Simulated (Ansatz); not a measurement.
## CuO: single-point calculation (part 2 of 2)

Continued. System: CuO (Cccm, 8 atoms in the cell). Method: DFT PBE+U, scalar-relativistic, plane waves, PAW, Ueff = 4 eV on Cu d, spin-polarised (Ansatz 0.2.0); cutoff 420 eV, 4×4×4 k-mesh, Gaussian smearing of 0.05 eV, collinear spins. The structure derives from an entry of the Crystallography Open Database.

Geometry of the input (Å; fractional positions):
```
4.1744  0.0000  0.3306
0.0000  4.1521  0.0000
1.6747  2.0761  5.3669
Cu 0.2500  0.2500  -0.0000
Cu -0.0000  -0.5000  0.5000
O  0.3750  -0.1250  0.2500
O  0.1250  -0.3750  0.7500
Cu 0.7500  0.7500  0.0000
Cu 0.5000  -0.0000  0.5000
O  0.8750  0.3750  0.2500
O  0.6250  0.1250  0.7500
```

Output, continued
```
--- Per-component energies (eV) ---
  E_band       = -1956.993734
  E_kinetic    = 1881.247426
  E_local      = -20467.261020  (includes V_loc(G=0)·N_el)
  E_nonlocal   = 1751.803253
  E_hartree    = 8854.141272
  E_xc         = -645.711876
  E_vxc        = -828.621554  (∫ρ·V_xc dr)
  E_hubbard    = 2.738385  (on-site DFT+U / exact-exchange correction)
  E_vhub       = -69.648543  (the Hubbard potential's part of the band-sum identity)
  E_paw        = -7275.252169  (= ΣΔE_a)
  E_vpaw       = -1932.775806  (= ΣTr[D̂ρ^β])
  E_aug_tail   = 0.011157  (compensation charges beyond the density's cutoff)
  E_ewald      = -12863.714369
  E_smearing   = -0.000000  (= −TS)
  E_closure    = 0.000000  (closes the sum)
  Σ components = -28761.997941   (vs F -28761.997941, Δ=0.00e0)
--- Forces (eV/Å), atoms counted from 1 ---
  atom   1  Cu     0.00001143     0.00009639    -0.00082148
  atom   2  Cu    -0.00001143     0.00009639     0.00082148
  atom   3  O     -0.00000000     0.00000477    -0.00000000
  atom   4  O     -0.00000000    -0.00019756     0.00000000
  atom   5  Cu     0.00001143     0.00009639    -0.00082148
  atom   6  Cu    -0.00001143     0.00009639     0.00082148
  atom   7  O      0.00000000     0.00000477     0.00000000
  atom   8  O     -0.00000000    -0.00019756     0.00000000
  max |Σ_I F_I| component: 9.31e-9 eV/Å
--- Stress (GPa, compression-positive) ---
        0.050634       0.000000       0.068329
        0.000000       0.126881      -0.000000
        0.068329      -0.000000      -0.800153
  P = ⅓ Tr σ = -0.2075 GPa (-2.075 kbar)
--- Band table (eV; the first three rows and the last of 48) ---
  k-point 0 ↑: bands = ["-102.6478", "-102.6476", "-101.9200", "-101.9197", "-60.2876", "-60.2875", "-60.2776", "-60.2753", "-59.4540", "-59.4540", "-59.3626", "-59.3626", "-59.3540", "-59.3515", "-59.1878", "-59.1878", "-9.0527", "-7.7621", "-7.7503", "-7.7485", "2.1019", "3.7171", "3.7258", "4.0810", "4.0865", "4.2555", "4.2623", "5.0692", "5.2752", "5.2798", "5.3534", "5.5524", "5.6183", "5.6200", "6.1363", "6.1454", "6.1701", "6.2173", "6.3530", "6.3594", "7.0492", "7.2915", "7.2938", "7.5391", "7.5419", "7.7274", "7.7364", "8.1693", "9.1901", "9.1928", "11.2273", "11.2446", "11.5572", "14.4482", "14.4485", "16.5146", "17.5616", "20.6672", "20.6717", "21.8470", "21.8486", "23.6485", "24.7535"]
  k-point 1 ↑: bands = ["-102.6477", "-102.6476", "-101.9199", "-101.9197", "-60.2879", "-60.2872", "-60.2773", "-60.2756", "-59.4542", "-59.4538", "-59.3630", "-59.3622", "-59.3536", "-59.3519", "-59.1880", "-59.1876", "-8.8918", "-7.9867", "-7.8594", "-7.6302", "2.6241", "3.5280", "3.5502", "3.5663", "4.0034", "4.8824", "5.0597", "5.0704", "5.2137", "5.2566", "5.4024", "5.4744", "5.4952", "5.6930", "6.0332", "6.0914", "6.1479", "6.1522", "6.1692", "6.2072", "6.9614", "7.0286", "7.0563", "7.4948", "7.7299", "7.7898", "7.9532", "7.9727", "8.3736", "9.8875", "10.9384", "11.4760", "12.3742", "13.1538", "15.2038", "16.2245", "19.3214", "20.2830", "20.3981", "22.0066", "22.1210", "23.0223", "23.6467"]
  k-point 2 ↑: bands = ["-102.6477", "-102.6477", "-101.9198", "-101.9198", "-60.2881", "-60.2870", "-60.2765", "-60.2764", "-59.4543", "-59.4536", "-59.3632", "-59.3620", "-59.3528", "-59.3528", "-59.1881", "-59.1875", "-8.4708", "-8.4691", "-7.9022", "-7.5781", "3.3045", "3.3282", "3.5190", "3.8637", "3.8643", "4.2493", "5.0252", "5.2057", "5.4044", "5.4045", "5.5017", "5.6159", "5.7594", "5.8447", "5.8538", "6.1232", "6.1644", "6.1675", "6.2790", "6.2842", "6.3046", "6.3434", "6.9439", "6.9441", "7.8804", "8.0446", "8.0645", "8.2408", "8.2576", "9.8813", "10.6906", "11.7796", "12.6661", "13.7539", "13.7541", "17.5023", "20.0145", "20.1470", "21.2124", "21.8370", "21.8376", "22.1530", "22.2833"]
  k-point 23 ↓: bands = ["-102.6484", "-102.6484", "-101.9205", "-101.9205", "-60.2876", "-60.2876", "-60.2764", "-60.2764", "-59.4541", "-59.4541", "-59.3627", "-59.3627", "-59.3528", "-59.3528", "-59.1878", "-59.1878", "-8.3904", "-8.3903", "-7.7499", "-7.7499", "3.1762", "3.1763", "3.3494", "3.3495", "4.2276", "4.2276", "4.5092", "4.5092", "5.4509", "5.4510", "5.5454", "5.5454", "5.9107", "5.9107", "6.0343", "6.0343", "6.1120", "6.1120", "6.2853", "6.2854", "6.4149", "6.4150", "7.2257", "7.2257", "7.3681", "7.3682", "8.1274", "8.1274", "9.6129", "9.6130", "11.2593", "11.2596", "14.4255", "14.4255", "16.2241", "16.2241", "17.4141", "17.4141", "20.5318", "20.5318", "21.7672", "21.7672", "24.3797"]
Occupation matrices written to [file]
--- Löwdin populations: 8 sites ---
  site symbol       q [e]    m [muB]
     0     Cu     17.9790     0.4852
     1     Cu     17.9790     0.4852
     2      O      6.9106     0.0000
     3      O      6.9109     0.0000
     4     Cu     17.9790    -0.4852
     5     Cu     17.9790    -0.4852
     6      O      6.9106     0.0000
     7      O      6.9109    -0.0000
  spilling = 0.004410 (of n_electrons = 100.000000)
--- Occupation matrices: 4 shells (run DFT+U table (all-electron-ortho-atomic); ε = 7.39e-3) ---
  Cu0 d_3D: site group Ci (-1)
  Cu0 d_3D up     Tr n = 4.9450  λ = 0.976 0.980 0.996 0.996 0.997  [2× xy 0.43 Ag(1.00) | 3× x2-y2 0.33 Ag(1.00)]
  Cu0 d_3D dn     Tr n = 4.4457  λ = 0.485 0.972 0.995 0.996 0.997  [xz 0.49 Ag(1.00) | xy 0.85 Ag(1.00) | 3× x2-y2 0.33 Ag(1.00)]
  Cu1 d_3D: site group Ci (-1)
  Cu1 d_3D up     Tr n = 4.9450  λ = 0.976 0.980 0.996 0.996 0.997  [2× xy 0.43 Ag(1.00) | 3× x2-y2 0.33 Ag(1.00)]
  Cu1 d_3D dn     Tr n = 4.4457  λ = 0.485 0.972 0.995 0.996 0.997  [xz 0.49 Ag(1.00) | xy 0.85 Ag(1.00) | 3× x2-y2 0.33 Ag(1.00)]
  Cu4 d_3D: site group Ci (-1)
  Cu4 d_3D up     Tr n = 4.4457  λ = 0.485 0.972 0.995 0.996 0.997  [xz 0.49 Ag(1.00) | xy 0.85 Ag(1.00) | 3× x2-y2 0.33 Ag(1.00)]
  Cu4 d_3D dn     Tr n = 4.9450  λ = 0.976 0.980 0.996 0.996 0.997  [2× xy 0.43 Ag(1.00) | 3× x2-y2 0.33 Ag(1.00)]
  Cu5 d_3D: site group Ci (-1)
  Cu5 d_3D up     Tr n = 4.4457  λ = 0.485 0.972 0.995 0.996 0.997  [xz 0.49 Ag(1.00) | xy 0.85 Ag(1.00) | 3× x2-y2 0.33 Ag(1.00)]
  Cu5 d_3D dn     Tr n = 4.9450  λ = 0.976 0.980 0.996 0.996 0.997  [2× xy 0.43 Ag(1.00) | 3× x2-y2 0.33 Ag(1.00)]
  Tr n, λ and their labels are of the run-group-symmetrised matrices; stabiliser: 4 of 16 elements of G0×{1,Θ} (closed), max defect 4.8e-15 at τ = 1.6e-3
```

File populations.tsv
```
# site	symbol	l	j	q_up	q_dn
# orbitals = lowdin
# n_electrons = 100.000000
# spilling = 0.004410
# projection_atom_Cu: [Ne] 3s2 3p6 3d10 4s1
# projection_atom_O: [He] 2s2 2p4
0	Cu	0_3S	-	0.998827	0.998832
0	Cu	0_4S	-	0.287220	0.295739
0	Cu	1_3P	-	2.999279	2.999368
0	Cu	2_3D	-	4.946797	4.452939
1	Cu	0_3S	-	0.998827	0.998832
1	Cu	0_4S	-	0.287220	0.295739
1	Cu	1_3P	-	2.999279	2.999368
1	Cu	2_3D	-	4.946797	4.452939
2	O	0_2S	-	0.923142	0.923142
2	O	1_2P	-	2.532151	2.532151
3	O	0_2S	-	0.923102	0.923103
3	O	1_2P	-	2.532366	2.532355
4	Cu	0_3S	-	0.998832	0.998827
4	Cu	0_4S	-	0.295739	0.287220
4	Cu	1_3P	-	2.999368	2.999279
4	Cu	2_3D	-	4.452939	4.946797
5	Cu	0_3S	-	0.998832	0.998827
5	Cu	0_4S	-	0.295739	0.287220
5	Cu	1_3P	-	2.999368	2.999279
5	Cu	2_3D	-	4.452939	4.946797
6	O	0_2S	-	0.923142	0.923142
6	O	1_2P	-	2.532151	2.532151
7	O	0_2S	-	0.923103	0.923102
7	O	1_2P	-	2.532355	2.532366
```

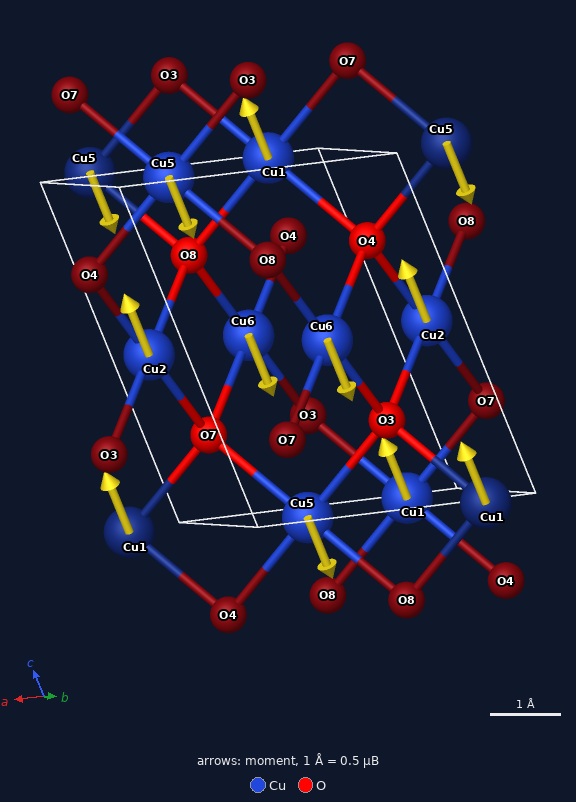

Fig. 1: Magnetic moments of the sites as yellow arrows (ball-and-stick view of the cell of the calculation, seen at an oblique angle; neighbours outside the cell are drawn fainter; atoms are numbered from 1 in the order of the input); small moments hardly show. The run is collinear, so the axis drawn is arbitrary. Site moments: Cu5, Cu6 (−0.54 μB); Cu1, Cu2 (0.54 μB). They are counted near the atoms and needn't add up to the moment of the cell.

Summary

- outcome: converged
- space group (tolerance 0.01 Å): Cccm (66)
- electrons treated: 100
- free energy: −28761.9979 eV
- Fermi energy: 10.148 eV
- gap on the k-point mesh: 0.51 eV
- net moment of the cell: 0.00 μB
- integrated absolute moment: 2.90 μB
- pressure: −0.21 GPa
- largest force (length of the vector): 0.001 eV/Å
- wall time: 8.3 s (CPU time 31 s)
- peak memory: 0.53 GiB
